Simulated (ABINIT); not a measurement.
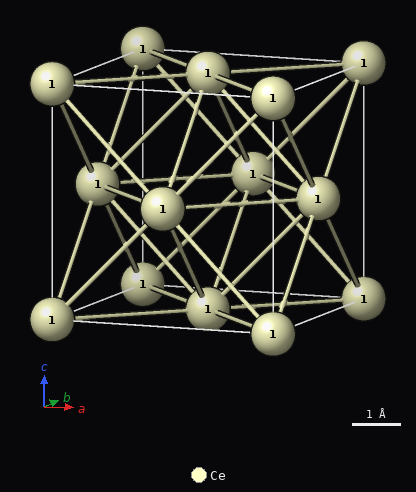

*The structure (ball-and-stick view of the cell 4 times as large as that of the calculation, set on its symmetry axes, seen slightly off an axis; atoms are numbered from 1 in the order of the input).*

Near neighbours in the crystal (not all of them lie inside the picture): Ce has 12 Ce at 3.55 Å.

## Ce: optical-spectrum calculation (part 1 of 3)

System: Ce (Fm-3m, 1 atom in the cell).
Method: Kohn-Sham DFT of a periodic cell, PBE, PseudoDojo NC SR PBE v0.4 lanthanides 3+ (4f in core; v0.4.1 standard for the other elements), spin-polarised (ABINIT 10.8.3).

The structure derives from an entry of the Crystallography Open Database. The geometry was changed: volume scaled by 0.92.

### The input
```
ndtset 3

pp_dirpath "./"
pseudos "Ce.upf"

acell 3.5494819052 3.5494819052 3.5494819052 Angstrom
rprim
     0.0000000000     0.7071067812     0.7071067812
     0.7071067812     0.0000000000     0.7071067812
     0.7071067812     0.7071067812     0.0000000000
ntypat 1
znucl 58
natom 1
typat 1
chkprim 0
chksymtnons 0
tolsym 1.0e-6
xred
            0.0            0.0            0.0

ecut 24.0

ngkpt 10 10 10
nshiftk 4
shiftk
     0.5000000000     0.5000000000     0.5000000000
     0.5000000000     0.0000000000     0.0000000000
     0.0000000000     0.5000000000     0.0000000000
     0.0000000000     0.0000000000     0.5000000000
istwfk *1

ixc 11

occopt 7
tsmear 0.00734986

nsppol 2
spinat
     0.0000000000     0.0000000000     1.0000000000

nstep 80

iomode 3
prteig 0
prtebands 0

nband1 13
tolvrs1 1.0e-12
prtden1 1
prtwf1 0
kptopt1 1

iscf2 -3
getden2 1
nband2 16
nbdbuf2 4
tolwfr2 1.0e-12
nstep2 120
prtden2 0
kptopt2 1

optdriver3 8
wfk_task3 "wfk_optics_fullbz"
getwfk3 2
nband3 12
kptopt3 1
prtevk3 1
inclvkb3 2
```

### File optic.abi
```
&FILES
 ddkfile_1 = 'runo_DS3_1_EVK.nc',
 ddkfile_2 = 'runo_DS3_2_EVK.nc',
 ddkfile_3 = 'runo_DS3_3_EVK.nc',
 wfkfile = 'runo_DS3_WFK.nc'
/
&PARAMETERS
 broadening = 0.005512,
 domega = 0.002,
 maxomega = 0.8,
 scissor = 0.000000,
 tolerance = 0.002
/
&COMPUTATIONS
 num_lin_comp = 1,
 lin_comp = 11,
 num_nonlin_comp = 0
/
```

Run on 1 thread of Arm Neoverse V2, 24 GiB of memory available, shared host.

Launched with:
```bash
abinit run.abi > log 2>&1
optic optic.abi > optic.log 2>&1
```

### Output
```
.Version 10.8.3 of ABINIT
 DATASET    1 : space group Fm -3 m (#225); Bravais cF (face-center cubic)
================================================================================
 Values of the parameters that define the memory need for DATASET  1.
     intxc =       0    ionmov =       0      iscf =       7    lmnmax =       7
     lnmax =       7     mgfft =      30  mpssoang =       4    mqgrid =    3001
     natom =       1  nloc_mem =       1    nspden =       2   nspinor =       1
    nsppol =       2      nsym =      48    n1xccc =    2501    ntypat =       1
    occopt =       7   xclevel =       2
       mpw =        1239          nfft =       27000          nkpt =         110
================================================================================
================================================================================

 DATASET    2 : space group Fm -3 m (#225); Bravais cF (face-center cubic)
================================================================================
 Values of the parameters that define the memory need for DATASET  2.
     intxc =       0    ionmov =       0      iscf =      -3    lmnmax =       7
     lnmax =       7     mgfft =      30  mpssoang =       4    mqgrid =    3001
     natom =       1  nloc_mem =       1    nspden =       2   nspinor =       1
    nsppol =       2      nsym =      48    n1xccc =    2501    ntypat =       1
    occopt =       7   xclevel =       2
       mpw =        1239          nfft =       27000          nkpt =         110
================================================================================
================================================================================

 DATASET    3 : space group Fm -3 m (#225); Bravais cF (face-center cubic)
================================================================================
 Values of the parameters that define the memory need for DATASET  3.
     intxc =       0    ionmov =       0      iscf =       7    lmnmax =       7
     lnmax =       7     mgfft =      30  mpssoang =       4    mqgrid =    3001
     natom =       1  nloc_mem =       1    nspden =       2   nspinor =       1
    nsppol =       2      nsym =      48    n1xccc =    2501    ntypat =       1
    occopt =       7   xclevel =       2
       mpw =        1239          nfft =       27000          nkpt =         110
================================================================================
================================================================================

--------------------------------------------------------------------------------
------------- Echo of variables that govern the present computation ------------
--------------------------------------------------------------------------------
 -outvars: echo values of preprocessed input variables --------
            acell      6.7075486897E+00  6.7075486897E+00  6.7075486897E+00 Bohr
              amu      1.40115000E+02
          chkprim           0
      chksymtnons           0
             ecut      2.40000000E+01 Hartree
           getden1          0
           getden2          1
           getden3          0
           getwfk1          0
           getwfk2          0
           getwfk3          2
             iscf1          7
             iscf2         -3
             iscf3          7
              ixc          11
           jdtset        1    2    3
                       outvar_i_n : Printing only first  50 k-points.
         kptrlatt       10  -10   10    -10   10   10    -10  -10   10
          kptrlen      9.48590633E+01
            natom           1
            nband1         13
            nband2         16
            nband3         12
           nbdbuf1          0
           nbdbuf2          4
           nbdbuf3          0
           ndtset           3
            ngfft          30      30      30
             nkpt         110
           nspden           2
           nsppol           2
            nstep1         80
            nstep2        120
            nstep3         80
             nsym          48
           ntypat           1
                       prtocc : prtvol=0, do not print more k-points.
                       1.000000  1.000000  1.000000  1.000000  1.000000  1.000000
                       0.000000  0.000000  0.000000  0.000000  0.000000  0.000000
                       0.000000
                       1.000000  1.000000  1.000000  1.000000  1.000000  1.000000
                       0.000000  0.000000  0.000000  0.000000  0.000000  0.000000
                       0.000000
                       1.000000  1.000000  1.000000  1.000000  1.000000  1.000000
                       0.000000  0.000000  0.000000  0.000000  0.000000  0.000000
                       0.000000
                       1.000000  1.000000  1.000000  1.000000  1.000000  1.000000
                       0.000000  0.000000  0.000000  0.000000  0.000000  0.000000
                       0.000000
                       1.000000  1.000000  1.000000  1.000000  1.000000  1.000000
                       0.000000  0.000000  0.000000  0.000000  0.000000  0.000000
                       0.000000
                       1.000000  1.000000  1.000000  1.000000  1.000000  1.000000
                       0.000000  0.000000  0.000000  0.000000  0.000000  0.000000
                       0.000000
                       1.000000  1.000000  1.000000  1.000000  1.000000  1.000000
                       0.000000  0.000000  0.000000  0.000000  0.000000  0.000000
                       0.000000
                       1.000000  1.000000  1.000000  1.000000  1.000000  1.000000
                       0.000000  0.000000  0.000000  0.000000  0.000000  0.000000
                       0.000000
                       1.000000  1.000000  1.000000  1.000000  1.000000  1.000000
                       0.000000  0.000000  0.000000  0.000000  0.000000  0.000000
                       0.000000
                       1.000000  1.000000  1.000000  1.000000  1.000000  1.000000
                       0.000000  0.000000  0.000000  0.000000  0.000000  0.000000
                       0.000000
                       1.000000  1.000000  1.000000  1.000000  1.000000  1.000000
                       0.000000  0.000000  0.000000  0.000000  0.000000  0.000000
                       0.000000
                       1.000000  1.000000  1.000000  1.000000  1.000000  1.000000
                       0.000000  0.000000  0.000000  0.000000  0.000000  0.000000
                       0.000000
                       1.000000  1.000000  1.000000  1.000000  1.000000  1.000000
                       0.000000  0.000000  0.000000  0.000000  0.000000  0.000000
                       0.000000
                       1.000000  1.000000  1.000000  1.000000  1.000000  1.000000
                       0.000000  0.000000  0.000000  0.000000  0.000000  0.000000
                       0.000000
                       1.000000  1.000000  1.000000  1.000000  1.000000  1.000000
                       0.000000  0.000000  0.000000  0.000000  0.000000  0.000000
                       0.000000
                       1.000000  1.000000  1.000000  1.000000  1.000000  1.000000
                       0.000000  0.000000  0.000000  0.000000  0.000000  0.000000
                       0.000000
                       1.000000  1.000000  1.000000  1.000000  1.000000  1.000000
                       0.000000  0.000000  0.000000  0.000000  0.000000  0.000000
                       0.000000
                       1.000000  1.000000  1.000000  1.000000  1.000000  1.000000
                       0.000000  0.000000  0.000000  0.000000  0.000000  0.000000
                       0.000000
                       1.000000  1.000000  1.000000  1.000000  1.000000  1.000000
                       0.000000  0.000000  0.000000  0.000000  0.000000  0.000000
                       0.000000
                       1.000000  1.000000  1.000000  1.000000  1.000000  1.000000
                       0.000000  0.000000  0.000000  0.000000  0.000000  0.000000
                       0.000000
                       1.000000  1.000000  1.000000  1.000000  1.000000  1.000000
                       0.000000  0.000000  0.000000  0.000000  0.000000  0.000000
                       0.000000
                       1.000000  1.000000  1.000000  1.000000  1.000000  1.000000
                       0.000000  0.000000  0.000000  0.000000  0.000000  0.000000
                       0.000000
                       1.000000  1.000000  1.000000  1.000000  1.000000  1.000000
                       0.000000  0.000000  0.000000  0.000000  0.000000  0.000000
                       0.000000
                       1.000000  1.000000  1.000000  1.000000  1.000000  1.000000
                       0.000000  0.000000  0.000000  0.000000  0.000000  0.000000
                       0.000000
                       1.000000  1.000000  1.000000  1.000000  1.000000  1.000000
                       0.000000  0.000000  0.000000  0.000000  0.000000  0.000000
                       0.000000
                       1.000000  1.000000  1.000000  1.000000  1.000000  1.000000
                       0.000000  0.000000  0.000000  0.000000  0.000000  0.000000
                       0.000000
                       1.000000  1.000000  1.000000  1.000000  1.000000  1.000000
                       0.000000  0.000000  0.000000  0.000000  0.000000  0.000000
                       0.000000
                       1.000000  1.000000  1.000000  1.000000  1.000000  1.000000
                       0.000000  0.000000  0.000000  0.000000  0.000000  0.000000
                       0.000000
                       1.000000  1.000000  1.000000  1.000000  1.000000  1.000000
                       0.000000  0.000000  0.000000  0.000000  0.000000  0.000000
                       0.000000
                       1.000000  1.000000  1.000000  1.000000  1.000000  1.000000
                       0.000000  0.000000  0.000000  0.000000  0.000000  0.000000
                       0.000000
                       1.000000  1.000000  1.000000  1.000000  1.000000  1.000000
                       0.000000  0.000000  0.000000  0.000000  0.000000  0.000000
                       0.000000
                       1.000000  1.000000  1.000000  1.000000  1.000000  1.000000
                       0.000000  0.000000  0.000000  0.000000  0.000000  0.000000
                       0.000000
                       1.000000  1.000000  1.000000  1.000000  1.000000  1.000000
                       0.000000  0.000000  0.000000  0.000000  0.000000  0.000000
                       0.000000
                       1.000000  1.000000  1.000000  1.000000  1.000000  1.000000
                       0.000000  0.000000  0.000000  0.000000  0.000000  0.000000
                       0.000000
                       1.000000  1.000000  1.000000  1.000000  1.000000  1.000000
                       0.000000  0.000000  0.000000  0.000000  0.000000  0.000000
                       0.000000
                       1.000000  1.000000  1.000000  1.000000  1.000000  1.000000
                       0.000000  0.000000  0.000000  0.000000  0.000000  0.000000
                       0.000000
                       1.000000  1.000000  1.000000  1.000000  1.000000  1.000000
                       0.000000  0.000000  0.000000  0.000000  0.000000  0.000000
                       0.000000
                       1.000000  1.000000  1.000000  1.000000  1.000000  1.000000
                       0.000000  0.000000  0.000000  0.000000  0.000000  0.000000
                       0.000000
                       1.000000  1.000000  1.000000  1.000000  1.000000  1.000000
                       0.000000  0.000000  0.000000  0.000000  0.000000  0.000000
                       0.000000
                       1.000000  1.000000  1.000000  1.000000  1.000000  1.000000
                       0.000000  0.000000  0.000000  0.000000  0.000000  0.000000
                       0.000000
                       1.000000  1.000000  1.000000  1.000000  1.000000  1.000000
                       0.000000  0.000000  0.000000  0.000000  0.000000  0.000000
                       0.000000
                       1.000000  1.000000  1.000000  1.000000  1.000000  1.000000
                       0.000000  0.000000  0.000000  0.000000  0.000000  0.000000
                       0.000000
                       1.000000  1.000000  1.000000  1.000000  1.000000  1.000000
                       0.000000  0.000000  0.000000  0.000000  0.000000  0.000000
                       0.000000
                       1.000000  1.000000  1.000000  1.000000  1.000000  1.000000
                       0.000000  0.000000  0.000000  0.000000  0.000000  0.000000
                       0.000000
                       1.000000  1.000000  1.000000  1.000000  1.000000  1.000000
                       0.000000  0.000000  0.000000  0.000000  0.000000  0.000000
                       0.000000
                       1.000000  1.000000  1.000000  1.000000  1.000000  1.000000
                       0.000000  0.000000  0.000000  0.000000  0.000000  0.000000
                       0.000000
                       1.000000  1.000000  1.000000  1.000000  1.000000  1.000000
                       0.000000  0.000000  0.000000  0.000000  0.000000  0.000000
                       0.000000
                       1.000000  1.000000  1.000000  1.000000  1.000000  1.000000
                       0.000000  0.000000  0.000000  0.000000  0.000000  0.000000
                       0.000000
                       1.000000  1.000000  1.000000  1.000000  1.000000  1.000000
                       0.000000  0.000000  0.000000  0.000000  0.000000  0.000000
                       0.000000
                       1.000000  1.000000  1.000000  1.000000  1.000000  1.000000
                       0.000000  0.000000  0.000000  0.000000  0.000000  0.000000
                       0.000000
                       prtocc : prtvol=0, do not print more k-points.
                       prtocc : prtvol=0, do not print more k-points.
                       1.000000  1.000000  1.000000  1.000000  1.000000  1.000000
                       0.000000  0.000000  0.000000  0.000000  0.000000  0.000000
                       0.000000  0.000000  0.000000  0.000000
                       1.000000  1.000000  1.000000  1.000000  1.000000  1.000000
                       0.000000  0.000000  0.000000  0.000000  0.000000  0.000000
                       0.000000  0.000000  0.000000  0.000000
                       1.000000  1.000000  1.000000  1.000000  1.000000  1.000000
                       0.000000  0.000000  0.000000  0.000000  0.000000  0.000000
                       0.000000  0.000000  0.000000  0.000000
                       1.000000  1.000000  1.000000  1.000000  1.000000  1.000000
                       0.000000  0.000000  0.000000  0.000000  0.000000  0.000000
                       0.000000  0.000000  0.000000  0.000000
                       1.000000  1.000000  1.000000  1.000000  1.000000  1.000000
                       0.000000  0.000000  0.000000  0.000000  0.000000  0.000000
                       0.000000  0.000000  0.000000  0.000000
                       1.000000  1.000000  1.000000  1.000000  1.000000  1.000000
                       0.000000  0.000000  0.000000  0.000000  0.000000  0.000000
                       0.000000  0.000000  0.000000  0.000000
                       1.000000  1.000000  1.000000  1.000000  1.000000  1.000000
                       0.000000  0.000000  0.000000  0.000000  0.000000  0.000000
                       0.000000  0.000000  0.000000  0.000000
                       1.000000  1.000000  1.000000  1.000000  1.000000  1.000000
                       0.000000  0.000000  0.000000  0.000000  0.000000  0.000000
                       0.000000  0.000000  0.000000  0.000000
                       1.000000  1.000000  1.000000  1.000000  1.000000  1.000000
                       0.000000  0.000000  0.000000  0.000000  0.000000  0.000000
                       0.000000  0.000000  0.000000  0.000000
                       1.000000  1.000000  1.000000  1.000000  1.000000  1.000000
                       0.000000  0.000000  0.000000  0.000000  0.000000  0.000000
                       0.000000  0.000000  0.000000  0.000000
                       1.000000  1.000000  1.000000  1.000000  1.000000  1.000000
                       0.000000  0.000000  0.000000  0.000000  0.000000  0.000000
                       0.000000  0.000000  0.000000  0.000000
                       1.000000  1.000000  1.000000  1.000000  1.000000  1.000000
```
